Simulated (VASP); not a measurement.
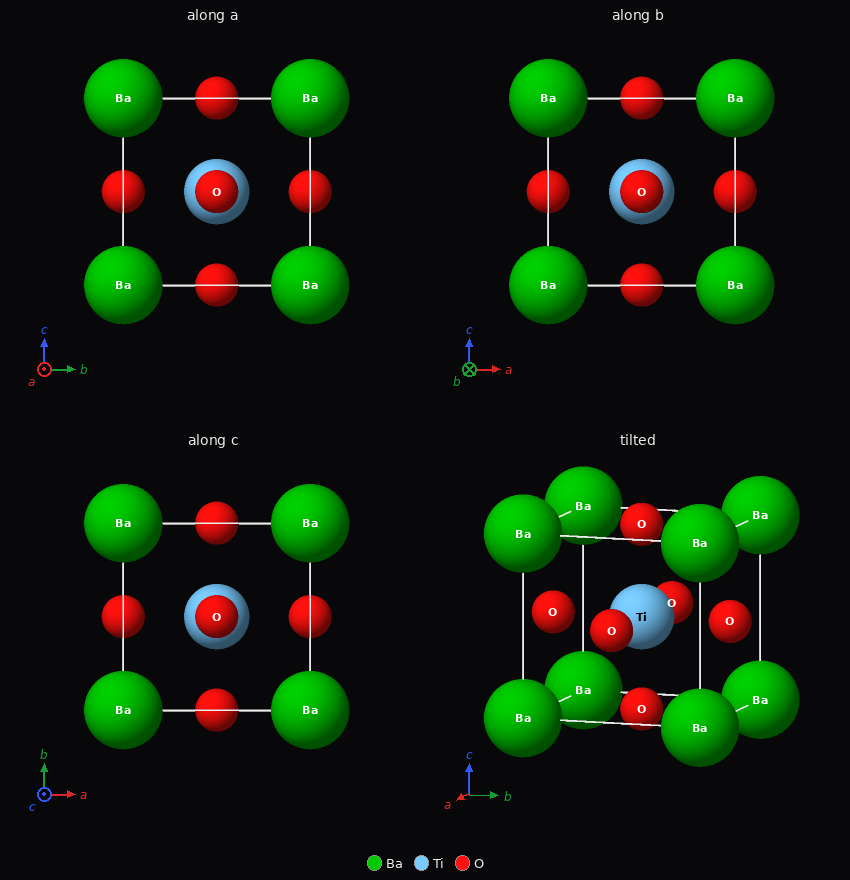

We look at a spheres-only model of the crystal along the a axis, along the b axis, along the c axis and slightly off an axis. The conventional unit cell is outlined; an atom on or near a face, edge or corner is repeated at each equivalent position.

Lattice parameters: a = 4.0340 Å, b = 4.0340 Å, c = 4.0340 Å, α = 90.000°, β = 90.000°, γ = 90.000°.

Convert the drawing into a CIF in P1 with every atom of the cell.

Answer.
```cif
data_structure
_symmetry_space_group_name_H-M 'P 1'
_symmetry_Int_Tables_number 1
_cell_length_a 4.0340
_cell_length_b 4.0340
_cell_length_c 4.0340
_cell_angle_alpha 90.000
_cell_angle_beta 90.000
_cell_angle_gamma 90.000
_cell_volume 65.65
loop_
_atom_site_label
_atom_site_type_symbol
_atom_site_fract_x
_atom_site_fract_y
_atom_site_fract_z
_atom_site_occupancy
Ba1 Ba 0.0000 0.0000 0.0000 1
Ti1 Ti 0.5000 0.5000 0.5000 1
O1 O 0.5000 0.5000 0.0000 1
O2 O 0.5000 0.0000 0.5000 1
O3 O 0.0000 0.5000 0.5000 1
```

Source of the structure: a structure type filled with these elements by a generator (whether the compound takes this form wasn't checked). The cell was then strained or its atoms displaced on purpose. It was run through VASP as a DFT input.
